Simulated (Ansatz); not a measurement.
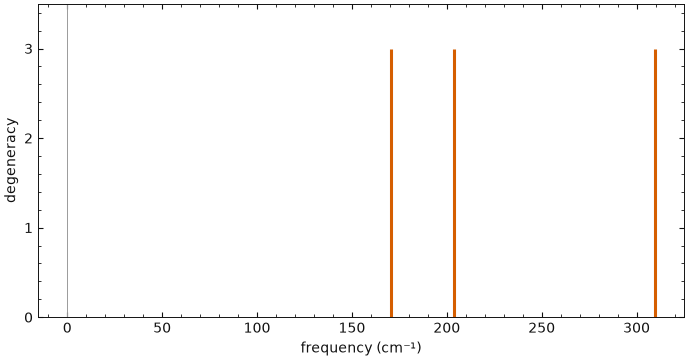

Plotted: zone-centre optical phonon frequencies (the three acoustic modes are left out) for AlCu₃, space group Fm-3m (No. 225).

Structure:
```yaml
crystal:
  lattice:
    - [0.00000, 2.86471, 2.86471]
    - [2.86471, 0.00000, 2.86471]
    - [2.86471, 2.86471, 0.00000]
  atoms:
    - { symbol: Al, position: [0.00000, 0.00000, 0.00000] }
    - { symbol: Cu, position: [0.50000, 0.50000, 0.50000] }
    - { symbol: Cu, position: [0.25000, 0.25000, 0.25000] }
    - { symbol: Cu, position: [0.75000, 0.75000, 0.75000] }
```

Method: harmonic phonon frequencies at the zone centre with atoms at rest in the given cell, without the long-range term of polar modes, the three translations left out, imaginary frequencies are negative; plane waves with PAW datasets, Γ-centred k mesh (Ansatz 0.2.0). Level: PBEsol, no spin polarisation.

| setting | value |
| --- | --- |
| wave cutoff | 420 eV |
| k mesh | 12×12×12 |
| occupations | Fermi–Dirac |
| smearing width | 0.15 eV |
| volume relative to the relaxed cell | 0.98 |
| phonon method | linear response |

### Are there unstable modes?

No frequency is imaginary, so the structure is stable to these displacements (zone-boundary modes weren't tested here).

### Where does the highest mode lie?

The highest mode lies at 309.5 cm⁻¹.

### List the optical modes with their degeneracies.

170.5 (×3), 203.8 (×3), 309.5 (×3) cm⁻¹.

Keep in mind: metal sensitive to the k mesh.
